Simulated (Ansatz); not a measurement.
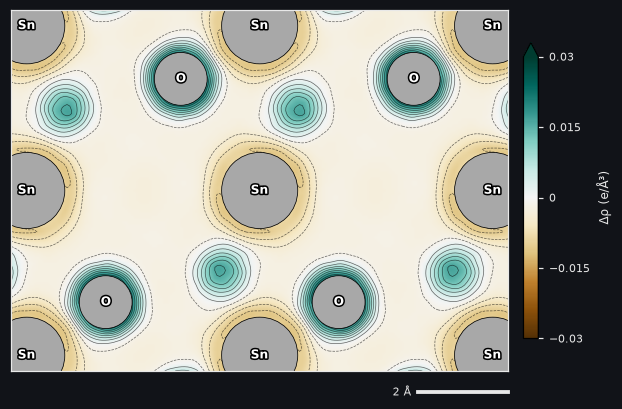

SnO2. Difference of the valence pseudo-densities of two functionals at the same geometry, on the (101) plane of the calculation cell: PBE less LDA.

Space group Pa-3; a structure from a database of computed crystals, not necessarily the ambient phase.

Both computed with Ansatz (plane waves, PAW), on the same k-point mesh. Grey discs cover the atomic cores.

Question: Where does the change of functional move the electrons?

Answer: Against LDA, PBE gives less density around Sn (−0.009 e/Å³ on average at 1.0 Å from the nucleus), more density around O (+0.010 e/Å³ on average at 0.7 Å from the nucleus), less density in the space between the atoms (−0.002 e/Å³ on average) and a change of −0.008 e/Å³ at the midpoint of Sn–O.
